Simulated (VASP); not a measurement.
# Quasiparticle energies of GaN in VASP

Wanted: how far GW moves the Kohn-Sham levels of GaN. The cell is of the zinc-blende type, one of the forms listed for this formula. The start is a computed cell from the Materials Project.

Method: PBE; plane waves and PAW (Ga_d_GW, N_GW), in the first sound run; inputs show where later runs differ, in VASP 6.6.1.

### 1. The structure

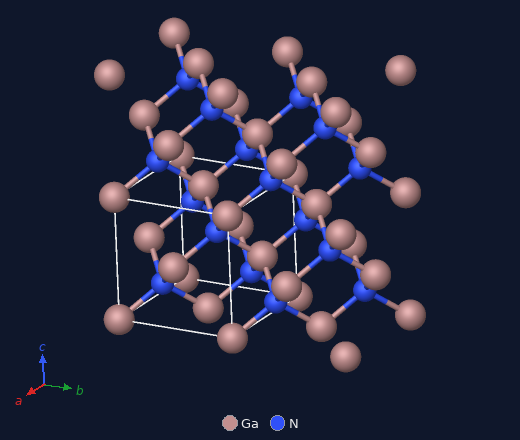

The starting structure, seen slightly off an axis (gallium pink, nitrogen blue). 1×2×2 cells are drawn. This picture shows the conventional cell, with its axes. Bonds to atoms that aren't drawn are left out. Some periodic images of atoms are drawn too.

### 2. Empty bands, functional PBE

ALGO = Exact makes the empty bands from the converged ground state in one step. LOPTICS writes the k-derivatives of the orbitals (WAVEDER), which give the long-wavelength limit of the screening.

INCAR

```
SYSTEM = GaN
PREC = Accurate
ENCUT = 450
ISMEAR = 0
SIGMA = 0.01
LREAL = .FALSE.
GGA = PE
NBANDS = 72
ALGO = Exact
NELM = 1
LWAVE = .TRUE.
LCHARG = .FALSE.
LOPTICS = .TRUE.
NEDOS = 1000
CSHIFT = 0.1
```

POSCAR

```
GaN
1.0
    0.0000000000      2.2535006075      2.2535006075
    2.2535006075      0.0000000000      2.2535006075
    2.2535006075      2.2535006075      0.0000000000
Ga N
1 1
Direct
    0.0000000000      0.0000000000      0.0000000000
    0.2500000000      0.2500000000      0.2500000000
```

KPOINTS

```
Automatic mesh
0
Gamma
6 6 6
0 0 0
```

The projector-augmented-wave data sets are Ga_d_GW and N_GW (PBE family, release 64).

The run is started by

```console
$ mpirun -np 8 vasp_std
```

What it wrote:

```text
[banner, memory and clock lines left out]
running    8 mpi-ranks, on    1 nodes
 distrk:  each k-point on    8 cores,    1 groups
 distr:  one band on    1 cores,    8 groups

 POSCAR found type information on POSCAR GaN
 POSCAR found :  2 types and       2 ions
|                                                                             |
|           W    W    AA    RRRRR   N    N  II  N    N   GGGG   !!!           |
|           W    W   A  A   R    R  NN   N  II  NN   N  G    G  !!!           |
|           W    W  A    A  R    R  N N  N  II  N N  N  G       !!!           |
|           W WW W  AAAAAA  RRRRR   N  N N  II  N  N N  G  GGG   !            |
|           WW  WW  A    A  R   R   N   NN  II  N   NN  G    G                |
|           W    W  A    A  R    R  N    N  II  N    N   GGGG   !!!           |
|                                                                             |
|     For optimal performance we recommend to set                             |
|       NCORE = 2 up to number-of-cores-per-socket                            |
|     NCORE specifies how many cores store one orbital (NPAR=cpu/NCORE).      |
|     This setting can greatly improve the performance of VASP for DFT.       |
|     The default, NCORE=1 might be grossly inefficient on modern             |
|     multi-core architectures or massively parallel machines. Do your        |
|     Unfortunately you need to use the default for GW and RPA                |
|     calculations (for HF NCORE is supported but not extensively tested      |
|     yet).                                                                   |
|                                                                             |

 LDA part: xc-table for (Slater+PW92), standard interpolation
 found WAVECAR, reading the header
  number of bands has changed, file:    15 present:    72
  trying to continue reading WAVECAR, but it might fail
 POSCAR, INCAR and KPOINTS ok, starting setup
 FFT: planning ... GRIDC
 FFT: planning ... GRID_SOFT
 FFT: planning ... GRID
 reading WAVECAR
 random initialization beyond band           15
 the WAVECAR file was read successfully
 initial charge from wavefunction
 entering main loop
       N       E                     dE             d eps       ncg     rms          rms(c)
DIA:   1    -0.121252374664E+02   -0.12125E+02    0.00000E+00     0   0.000E+00
   1 F= -.12125237E+02 E0= -.12125237E+02  d E =-.227548E-29
 writing wavefunctions
 optical routines
 imaginary and real dielectric function
 recalculating local potential from charge density
 direction            1
 direction            2
 direction            3
```

Wall time 5.4 s (8 MPI ranks of AMD EPYC 7R43, shared host); peak memory 0.71 GiB.

Lines that name or quote the potential files are left out of all logs, and their timing lines are given in words.

Parts of OUTCAR (step 2):

```text
ion  position               nearest neighbor table
   1  0.000  0.000  0.000-   2 1.95   2 1.95   2 1.95   2 1.95
   2  0.250  0.250  0.250-   1 1.95   1 1.95   1 1.95   1 1.95

  LATTYP: Found a face centered cubic cell.
 ALAT       =     4.5070012150

 Subroutine GETGRP returns: Found 24 space group operations
 (whereof 24 operations were pure point group operations)

The static configuration has the point symmetry T_d .

 Found     16 irreducible k-points:

   k-points           NKPTS =     16   k-points in BZ     NKDIM =     16   number of bands    NBANDS=     72

   dimension x,y,z NGX =    24 NGY =   24 NGZ =   24
   dimension x,y,z NGXF=    48 NGYF=   48 NGZF=   48

   ENCUT  =  450.0 eV  33.07 Ry    5.75 a.u.   5.51  5.51  5.51*2*pi/ulx,y,z

   NELECT =      18.0000    total number of electrons

 k-points in reciprocal lattice and weights: Automatic mesh
   0.00000000  0.00000000  0.00000000       0.005
   0.16666667  0.00000000  0.00000000       0.037
   0.33333333  0.00000000  0.00000000       0.037
   0.50000000  0.00000000  0.00000000       0.019
   0.16666667  0.16666667  0.00000000       0.028
   0.33333333  0.16666667  0.00000000       0.111
   0.50000000  0.16666667  0.00000000       0.111
  -0.33333333  0.16666667  0.00000000       0.111
  -0.16666667  0.16666667  0.00000000       0.056
[...]
-0.33333333  0.33333333  0.16666667       0.111
  -0.33333333  0.50000000  0.16666667       0.056

 average (electrostatic) potential at core
       1 -63.7274       2 -61.4090

 E-fermi :   5.1745

 k-point     1 :       0.0000    0.0000    0.0000
  band No.  band energies     occupation
    ...
      5      -8.0769      2.00000
      6      -8.0769      2.00000
      7       5.0978      2.00000
      8       5.0978      2.00000
      9       5.0978      2.00000
     10       6.8203      0.00000
     11      15.3897      0.00000
     12      15.3897      0.00000
     13      15.3897      0.00000
     14      22.7158      0.00000
    ...

 k-point     2 :       0.1667    0.0000    0.0000
  band No.  band energies     occupation
    ...
      5      -8.0783      2.00000
      6      -8.0783      2.00000
      7       2.8139      2.00000
      8       4.8276      2.00000
      9       4.8276      2.00000
     10       8.4316      0.00000
     11      14.3525      0.00000
     12      15.7452      0.00000
     13      15.7452      0.00000
     14      21.8684      0.00000
    ...

 k-point     3 :       0.3333    0.0000    0.0000
  band No.  band energies     occupation
    ...
      5      -8.0561      2.00000
      6      -7.5924      2.00000
      7      -0.2621      2.00000
      8       4.3496      2.00000
      9       4.3496      2.00000
     10       9.5607      0.00000
     11      13.7371      0.00000
     12      15.7162      0.00000
     13      15.7162      0.00000
     14      20.7182      0.00000
    ...

  Total        0.4963975      0.4963975      0.4963975      0.0000000      0.0000000      0.0000000
  in kB       34.7485860     34.7485860     34.7485860      0.0000000      0.0000000      0.0000000
  external PRESSURE =      34.7485860 kB  Pullay stress =       0.0000000 kB

  energy-cutoff  :      450.00
  volume of cell :       22.89
      direct lattice vectors                 reciprocal lattice vectors
     0.000000000  2.253500607  2.253500607    -0.221877020  0.221877020  0.221877020
     2.253500607  0.000000000  2.253500607     0.221877020 -0.221877020  0.221877020
     2.253500607  2.253500607  0.000000000     0.221877020  0.221877020 -0.221877020

 POSITION                                       TOTAL-FORCE (eV/Angst)
 -----------------------------------------------------------------------------------
      0.00000      0.00000      0.00000         0.000000      0.000000      0.000000
      1.12675      1.12675      1.12675        -0.000000     -0.000000     -0.000000
 -----------------------------------------------------------------------------------
    total drift:                                0.000016      0.000016      0.000016

  FREE ENERGIE OF THE ION-ELECTRON SYSTEM (eV)
  ---------------------------------------------------
  free  energy   TOTEN  =       -12.1252374664 eV

  energy  without entropy=      -12.1252374664  energy(sigma->0) =      -12.12523747

 plasma frequency squared (from intraband transitions) (eV^2)
  --------------------------------------------------------------------------------------
       0.000      -0.000       0.000
      -0.000       0.000      -0.000
       0.000      -0.000       0.000

[... 3 further parts left out ...]
```

WAVECAR now holds 72 bands for 18 electrons. Its independent-particle dielectric tensor has xx, yy, zz = 7.0, 7.0, 7.0 on this mesh, which isn't tested for convergence in mesh or bands and lacks local fields.

### 3. G0W0, functional PBE, start PBE

This step: G0W0 on PBE; plane waves and PAW (Ga_d_GW, N_GW) (VASP 6.6.1).

One pass of GW corrects the levels to first order, with G and W from the starting orbitals.

INCAR

```
SYSTEM = GaN
PREC = Accurate
ENCUT = 450
ISMEAR = 0
SIGMA = 0.01
LREAL = .FALSE.
GGA = PE
NBANDS = 72
ALGO = EVGW0
NELMGW = 1
ENCUTGW = 120
NOMEGA = 64
PRECFOCK = Fast
NBANDSGW = 24
LWAVE = .FALSE.
LCHARG = .FALSE.
```

POSCAR is that of step 2.

KPOINTS is that of step 2.

The run is started by

```console
$ mpirun -np 8 vasp_std
```

What it wrote:

```text
[banner, memory and clock lines left out]
running    8 mpi-ranks, on    1 nodes
 distrk:  each k-point on    8 cores,    1 groups
 distr:  one band on    1 cores,    8 groups

 POSCAR found type information on POSCAR GaN
 POSCAR found :  2 types and       2 ions
 [... a notice as in an earlier step ...]

|                                                                             |
|           W    W    AA    RRRRR   N    N  II  N    N   GGGG   !!!           |
|           W    W   A  A   R    R  NN   N  II  NN   N  G    G  !!!           |
|           W    W  A    A  R    R  N N  N  II  N N  N  G       !!!           |
|           W WW W  AAAAAA  RRRRR   N  N N  II  N  N N  G  GGG   !            |
|           WW  WW  A    A  R   R   N   NN  II  N   NN  G    G                |
|           W    W  A    A  R    R  N    N  II  N    N   GGGG   !!!           |
|                                                                             |
|     The default for ENCUTGWSOFT is different in this version of VASP.       |
|     please manually set ENCUTGWSOFT =120 in the INCAR file.                 |
|                                                                             |

 LDA part: xc-table for (Slater+PW92), standard interpolation
 found WAVECAR, reading the header
 POSCAR, INCAR and KPOINTS ok, starting setup
 FFT: planning ... GRIDC
 FFT: planning ... GRID_SOFT
 FFT: planning ... GRID
 reading WAVECAR
 the WAVECAR file was read successfully
 initial charge from wavefunction
 available memory per node:     82.49 GB, setting MAXMEM to     84473

 The Fermi energy was updated, please check that it is located mid-gap
 values below the HOMO (VB) or above the LUMO (CB) will cause erroneous energies
 E-fermi :   5.9591

 calculate exact exchange contribution
 the WAVEDER file was read successfully
energies w=
    0.000    0.000    0.563    0.000    1.125    0.000    1.685    0.000
    2.240    0.000    2.792    0.000    3.337    0.000    3.876    0.000
    4.408    0.000    4.934    0.000    5.452    0.000    5.963    0.000
    6.466    0.000    6.963    0.000    7.454    0.000    7.939    0.000
    8.419    0.000    8.895    0.000    9.367    0.000    9.837    0.000
   10.304    0.000   10.771    0.000   11.238    0.000   11.707    0.000
   12.178    0.000   12.653    0.000   13.133    0.000   13.619    0.000
   14.114    0.000   14.617    0.000   15.132    0.000   15.661    0.000
   16.204    0.000   16.765    0.000   17.347    0.000   17.951    0.000
   18.582    0.000   19.243    0.000   19.938    0.000   20.672    0.000
   21.451    0.000   22.281    0.000   23.169    0.000   24.125    0.000
   25.161    0.000   26.287    0.000   27.521    0.000   28.880    0.000
   30.389    0.000   32.077    0.000   33.981    0.000   36.148    0.000
   38.641    0.000   41.541    0.000   44.961    0.000   49.056    0.000
   54.048    0.000   60.267    0.000   68.225    0.000   78.760    0.000
   93.347    0.000  114.844    0.000  149.610    0.000  215.232    0.000
 responsefunction array rank=      80
 LDA part: xc-table for (Slater+PW92), standard interpolation

 min. memory requirement per mpi rank    125.1 MB, per node   1001.2 MB

 allocating   8 responsefunctions rank=    80
 shmem allocating  64 responsefunctions rank=    80
 response function shared by NCSHMEM nodes    1
 Doing            8  frequencies on each core in blocks of           64
NQ=   1    0.0000    0.0000    0.0000,
|.........|.........|.........|.........|.........|.........|.........|.........
 performed        300000 updates of chi_q(r,r)
 total number of BLAS operations         10.15 Gflops
NQ=   2    0.1667    0.0000    0.0000,
|.........|.........|.........|.........|.........|.........|.........|.........
 performed        835000 updates of chi_q(r,r)
 total number of BLAS operations         26.61 Gflops
NQ=   3    0.3333    0.0000    0.0000,
|.........|.........|.........|.........|.........|.........|.........|.........
 performed       1370000 updates of chi_q(r,r)
 total number of BLAS operations         45.83 Gflops
NQ=   4    0.5000    0.0000    0.0000,
|.........|.........|.........|.........|.........|.........|.........|.........
 performed       1822000 updates of chi_q(r,r)
 total number of BLAS operations         63.56 Gflops
NQ=   5    0.1667    0.1667    0.0000,
|.........|.........|.........|.........|.........|.........|.........|.........
 performed       2357000 updates of chi_q(r,r)
 total number of BLAS operations         81.10 Gflops
NQ=   6    0.3333    0.1667    0.0000,
|.........|.........|.........|.........|.........|.........|.........|.........
 performed       3189000 updates of chi_q(r,r)
 total number of BLAS operations        111.89 Gflops
NQ=   7    0.5000    0.1667    0.0000,
|.........|.........|.........|.........|.........|.........|.........|.........
 performed       4021000 updates of chi_q(r,r)
 total number of BLAS operations        143.60 Gflops
NQ=   8   -0.3333    0.1667    0.0000,
|.........|.........|.........|.........|.........|.........|.........|.........
 performed       4853000 updates of chi_q(r,r)
 total number of BLAS operations        175.31 Gflops
NQ=   9   -0.1667    0.1667    0.0000,
|.........|.........|.........|.........|.........|.........|.........|.........
 performed       5574000 updates of chi_q(r,r)
 total number of BLAS operations        198.23 Gflops
NQ=  10    0.3333    0.3333    0.0000,
|.........|.........|.........|.........|.........|.........|.........|.........
 performed       6109000 updates of chi_q(r,r)
 total number of BLAS operations        220.43 Gflops
NQ=  11    0.5000    0.3333    0.0000,
|.........|.........|.........|.........|.........|.........|.........|.........
 performed       6941000 updates of chi_q(r,r)
 total number of BLAS operations        255.92 Gflops
NQ=  12   -0.3333    0.3333    0.0000,
|.........|.........|.........|.........|.........|.........|.........|.........
 performed       7662000 updates of chi_q(r,r)
 total number of BLAS operations        281.84 Gflops
NQ=  13    0.5000    0.5000    0.0000,
|.........|.........|.........|.........|.........|.........|.........|.........
 performed       8065000 updates of chi_q(r,r)
 total number of BLAS operations        295.08 Gflops
NQ=  14    0.5000    0.3333    0.1667,
|.........|.........|.........|.........|.........|.........|.........|.........
 performed       9001000 updates of chi_q(r,r)
 total number of BLAS operations        326.72 Gflops
NQ=  15   -0.3333    0.3333    0.1667,
|.........|.........|.........|.........|.........|.........|.........|.........
 performed       9881000 updates of chi_q(r,r)
 total number of BLAS operations        357.41 Gflops
NQ=  16   -0.3333    0.5000    0.1667,
|.........|.........|.........|.........|.........|.........|.........|.........
 performed      10606000 updates of chi_q(r,r)
 total number of BLAS operations        387.49 Gflops
 resolving degeneracies of screened two electron integrals

 calculate QP shifts <psi_nk| G(iteration)W_0 |psi_nk>: iteration 1
 entering main loop
```

The job ended after 2 min (8 MPI ranks; peak memory 1.2 GiB).

OUTCAR, selected parts (step 3):

```text
The static configuration has the point symmetry T_d .

 Found     16 irreducible k-points:

   k-points           NKPTS =     16   k-points in BZ     NKDIM =    216   number of bands    NBANDS=     72

   NELECT =      18.0000    total number of electrons

 E-fermi :   5.9591

 QP shifts <psi_nk| G(iteration)W_0 |psi_nk>: iteration 1
 for sc-GW calculations column KS-energies equals QP-energies in previous step
 and V_xc(KS)=  KS-energies - (<T + V_ion + V_H > + <T+V_H+V_ion>^1  + <V_x>^1)
 k-point   1 :       0.0000    0.0000    0.0000
  band No.  KS-energies  QP-energies   sigma(KS)   V_xc(KS)     V^pw_x(r,r')   Z            occupation Imag(sigma)
    ...
      6      -8.0769     -11.2647     -26.1548     -21.8074     -35.1863       0.7333       2.0000       0.1416
      7       5.0978       4.6661     -18.2967     -17.7320     -21.3412       0.7645       2.0000       0.0596
      8       5.0978       4.6661     -18.2967     -17.7320     -21.3412       0.7645       2.0000       0.0596
      9       5.0978       4.6661     -18.2967     -17.7320     -21.3412       0.7645       2.0000       0.0596
     10       6.8203       7.4928     -12.5116     -13.3584      -9.0917       0.7941       0.0000      -0.0554
     11      15.3897      16.1602     -10.4522     -11.4287      -5.3700       0.7891       0.0000      -0.1101
     12      15.3897      16.1602     -10.4522     -11.4287      -5.3700       0.7891       0.0000      -0.1101
     13      15.3897      16.1602     -10.4522     -11.4287      -5.3700       0.7891       0.0000      -0.1101
    ...

 k-point   2 :       0.1667    0.0000    0.0000
  band No.  KS-energies  QP-energies   sigma(KS)   V_xc(KS)     V^pw_x(r,r')   Z            occupation Imag(sigma)
    ...
      6      -8.0783     -11.2624     -26.1481     -21.8023     -35.1818       0.7327       2.0000       0.1427
      7       2.8139       2.1738     -16.7237     -15.8781     -19.9341       0.7570       2.0000       0.0783
      8       4.8276       4.3617     -18.0662     -17.4564     -21.1554       0.7641       2.0000       0.0619
      9       4.8276       4.3617     -18.0662     -17.4564     -21.1554       0.7641       2.0000       0.0619
     10       8.4316       9.2080     -13.2032     -14.1932      -9.6526       0.7843       0.0000      -0.0598
     11      14.3525      15.1884     -10.9622     -12.0273      -5.9627       0.7848       0.0000      -0.1077
     12      15.7452      16.5343     -10.6433     -11.6524      -5.4469       0.7820       0.0000      -0.1245
     13      15.7452      16.5343     -10.6433     -11.6524      -5.4469       0.7820       0.0000      -0.1245
    ...

 k-point   3 :       0.3333    0.0000    0.0000
  band No.  KS-energies  QP-energies   sigma(KS)   V_xc(KS)     V^pw_x(r,r')   Z            occupation Imag(sigma)
    ...
      6      -7.5924     -10.1133     -23.3437     -19.8729     -31.8725       0.7263       2.0000       0.3644
      7      -0.2621      -1.1197     -15.5394     -14.3659     -19.7106       0.7308       2.0000       0.1603
      8       4.3496       3.8312     -17.7099     -17.0297     -20.8861       0.7622       2.0000       0.0660
      9       4.3496       3.8312     -17.7099     -17.0297     -20.8861       0.7622       2.0000       0.0660
     10       9.5607      10.3831     -12.0358     -13.0758      -7.8799       0.7908       0.0000      -0.0713
     11      13.7371      14.6589     -12.3876     -13.6038      -7.2436       0.7579       0.0000      -0.1236
     12      15.7162      16.4343     -10.6195     -11.5369      -5.4669       0.7827       0.0000      -0.1323
     13      15.7162      16.4343     -10.6195     -11.5369      -5.4669       0.7827       0.0000      -0.1323
    ...

[... 7 parts as in an earlier step ...]

[... 5 further parts left out ...]
```

This step gave:

* quasiparticle gap on the mesh: 2.827 eV
* smallest direct quasiparticle gap on the mesh: 2.827 eV
* gap of the starting orbitals on the mesh: 1.722 eV

GW takes the gap from 1.722 to 2.827 eV. Spin-orbit coupling is left out. The value holds for 72 bands, ENCUTGW = 120 eV and this mesh, and isn't shown to be converged in them.

[end of part 1 of 5]

[Lines on the potential files, build, host, timing and source positions are cut from VASP's logs without a mark.]

[Logs are printed without paths, hosts, clocks, repeated set-up lines and the standing remarks that a program may print on its own settings, such as how far it seeks lower states.]

[Hosts, paths, dates, database ids (printed as entryN), source tags and the programs' standing remarks are cut or masked in the printed files.]

[Pressures printed for these runs are not shown converged in the cutoff: they can be off by several GPa and have the wrong sign.]
